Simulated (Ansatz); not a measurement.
Cu: several calculations on one system

## 1. Relaxation

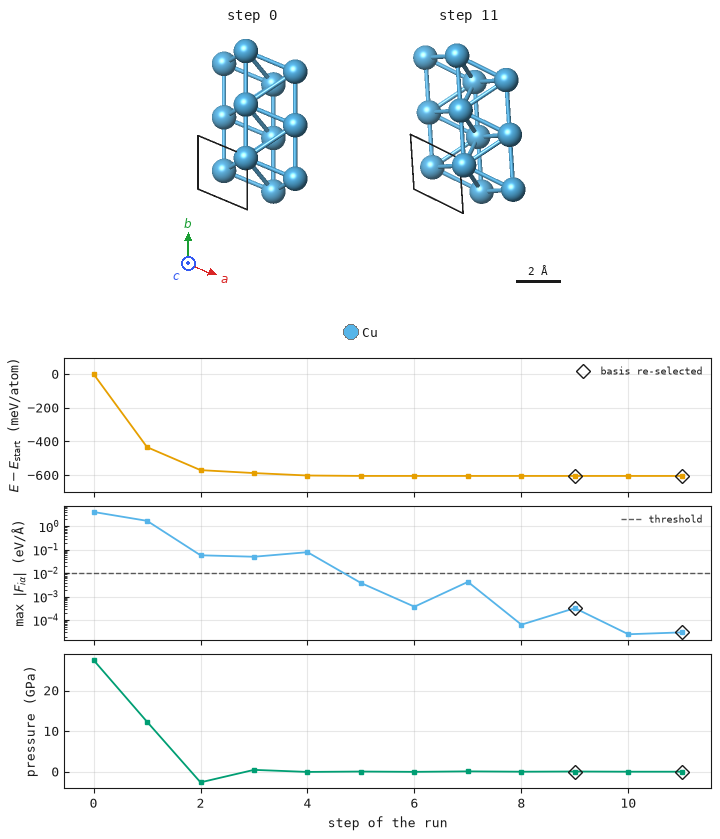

First and last geometry of a relaxation of a crystal of Cu (set up in P-1), with the history of the run. The picture is a ball-and-stick view of the cell of the calculation, repeated 2 × 3 × 1 with one cell outlined, seen along the c axis.

Case: all atoms moved at random, sigma 0.25 Å for each component; relaxed back.

Method: DFT PBEsol, scalar-relativistic, plane waves, PAW (Ansatz).

The input:
```yaml
crystal:
  lattice:
    - [-1.4450917219, 1.4450917219, 1.3600072129]
    - [1.4450917219, -1.4450917219, 1.3600072129]
    - [2.8901834438, 2.8901834438, 0.0]
  atoms:
    - { symbol: Cu, position: [-0.0287637437, -0.0451062192, -0.054410305] }
    - { symbol: Cu, position: [0.5287637437, 0.5451062192, 0.554410305] }
basis:
  ecutwfc: 420
kpoints:
  mp_grid: { grid: [14, 14, 8] }
hamiltonian:
  xc: pbesol
scf:
  occupations: { method: gaussian, width: 0.15 }
output:
  forces: true
  stress: true
  eigenvalues: true
relax:
  adjacent_minimum: "off"
  f_tol: 0.01
  max_steps: 80
  cell: { stress_tol: 0.1 }
```

Launched with:
```bash
ansatz run input.yaml --threads 2 --pin off --max-ram 5120MiB --backend cpu --events-out ev --progress --plain --runs-dir out
```

Read the history and describe the run.

Answer. It converged. The largest moves relative to the cell, 0.41 Å, are those of Cu1 and Cu2. Cu1 goes along [2 −1 1]. The volume changes by −0.3 %, with a = b 2.455 → 2.519 Å (+2.6 %), c 4.087 → 4.124 Å (+0.9 %), γ 112.7° → 120.0°. Among the contacts that change: Cu1–Cu2 3.184 → 2.523 Å, Cu1–Cu2 (another image) 1.976 → 2.523 Å, Cu1–Cu2 (another image) 2.938 → 2.523 Å, Cu1–Cu2 (another image) 2.235 → 2.523 Å. New bonds form, among them: Cu1–Cu2 (3.18 → 2.52 Å). The space group (tolerance 0.01 Å) goes from P-1 (No. 2) to P6_3/mmc (No. 194). After 9 accepted moves (11 points after the start) the energy has fallen by 605 meV per atom. Largest force component: 4.1 eV/Å at the start, under 0.0001 eV/Å at the end. Pressure: 27.50 GPa at the start and 0.00 GPa at the end. The SCF was repeated twice at an unchanged geometry on a basis and grid sized afresh for the cell, which shifted the energy by 0.1 meV per atom at most.

## 2. Relaxation

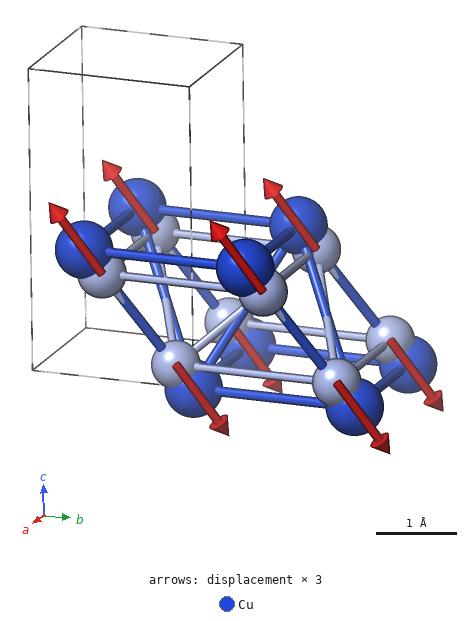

This is a relaxation of solid Cu (set up in P-1). The starting structure is drawn faded, the final one solid; red arrows show the displacements, magnified 3 times.

The picture is a ball-and-stick view of the cell of the calculation, reduced to other axes, repeated 2 × 2 × 1 with one cell outlined, seen slightly off an axis. Lengths and directions refer to the drawn axes.

Case: a zone-boundary wave of random shape, sigma 0.4 Å; relaxed back.

Level of theory: DFT PBEsol, scalar-relativistic, plane waves, PAW in Ansatz.

Input file:
```yaml
crystal:
  lattice:
    - [1.4450917219, -1.4450917219, -1.3600072129]
    - [1.4450917219, 1.4450917219, -1.3600072129]
    - [2.8901834438, 0.0, 2.7200144258]
  atoms:
    - { symbol: Cu, position: [0.0829164405, -0.0740258947, -0.0843997815] }
    - { symbol: Cu, position: [0.4170835595, 0.5740258947, 0.5843997815] }
basis:
  ecutwfc: 420
kpoints:
  mp_grid: { grid: [14, 14, 8] }
hamiltonian:
  xc: pbesol
scf:
  occupations: { method: gaussian, width: 0.15 }
output:
  forces: true
  stress: true
  eigenvalues: true
relax:
  adjacent_minimum: "off"
  f_tol: 0.01
  max_steps: 80
```

Run as
```bash
ansatz run input.yaml --threads 2 --pin off --max-ram 5120MiB --backend cpu --events-out ev --progress --plain --runs-dir out
```

Question: What did the optimiser do to the structure, and how much energy did it gain?

Answer: After 4 accepted moves (5 points after the start) the energy has fallen by 2514 meV per atom. The largest force component goes from 13 to 0.002 eV/Å. 1 step only repeated the SCF at the same geometry. The largest moves, 0.40 Å, are those of Cu1 and Cu2. Cu1 goes along [−1 1 −1]. The cell stays as it was. Some distances before and after: Cu1–Cu2 3.262 → 2.455 Å, Cu1–Cu2 (another image) 1.649 → 2.455 Å, Cu1–Cu2 (another image) 3.268 → 2.713 Å, Cu1–Cu2 (another image) 2.329 → 2.727 Å. New bonds form, among them: Cu1–Cu2 (3.26 → 2.46 Å). Within 0.06 Å the space group is P-1 at the start and I4/mmm at the end; at a tighter tolerance small leftover displacements or strains of the cell lower it. The run took 36 s on 2 threads of Intel(R) Xeon(R) 6975P-C (Granite Rapids) (shared host), peak memory 0.67 GiB.

## 3. Scan

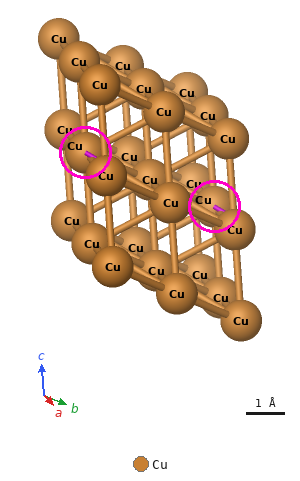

A scan of a crystal of Cu (I4/mmm): Cu1 (one in each cell of 8 atoms) is moved along Cartesian [0 0 1], all else fixed. The picture shows the reference cell. The purple arrows give the direction of positive displacement. The ringed atoms are those of the scanned coordinate. Style: ball-and-stick. Shown: the cell of the calculation, slightly off an axis.

Method: DFT PBEsol, scalar-relativistic, plane waves, PAW in Ansatz 0.2.0. Set-up: plane-wave cutoff 420 eV; k-point mesh 12 × 12 × 12; occupations gaussian; smearing width 0.15 eV; no spin polarisation. Energies (free energies at the smearing named) are counted from the cell as listed in its source, which wasn't relaxed.

```
CELL_PARAMETERS angstrom
-2.88559 -2.88559 2.75216
2.88559 2.88559 2.75216
-2.88559 2.88559 -2.75216
ATOMIC_POSITIONS crystal
Cu 0.50000 0.00000 0.50000
Cu 0.00000 0.00000 0.50000
Cu 0.50000 0.00000 0.00000
Cu 0.00000 0.00000 0.00000
Cu 0.50000 0.50000 0.50000
Cu 0.00000 0.50000 0.50000
Cu 0.50000 0.50000 0.00000
Cu 0.00000 0.50000 0.00000
```

Give the energy at each point (the displacement: −0.1000, −0.0667, −0.0333, 0.0000, 0.0167, 0.0333, 0.0500, 0.0667, 0.0833, 0.1000 Å).

| displacement (Å) | energy change (meV/cell) |
| --- | --- |
| −0.1000 | 37.4 |
| −0.0667 | 16.6 |
| −0.0333 | 4.1 |
| 0.0000 | 0.0 |
| 0.0167 | 1.0 |
| 0.0333 | 4.1 |
| 0.0500 | 9.3 |
| 0.0667 | 16.6 |
| 0.0833 | 25.9 |
| 0.1000 | 37.4 |

Points that are alike by symmetry were computed once.

The lowest computed point lies at the displacement 0.00 Å (0.0 meV/cell). At the ends of the scan the energy is 37.4 meV/cell (−0.10 Å) and 37.4 meV/cell (0.10 Å). The curvature at zero is about 7.5 eV/Å². The well is symmetric. At the highest point the shortest interatomic distance is 2.41 Å, against 2.46 Å in the reference. The distortion takes the space group from I4/mmm to I4mm.

The computed profile (hollow markers are points alike by symmetry):

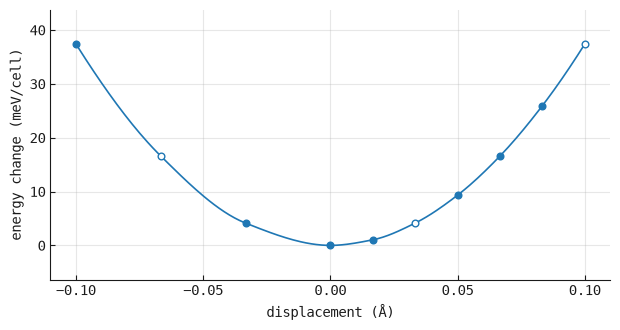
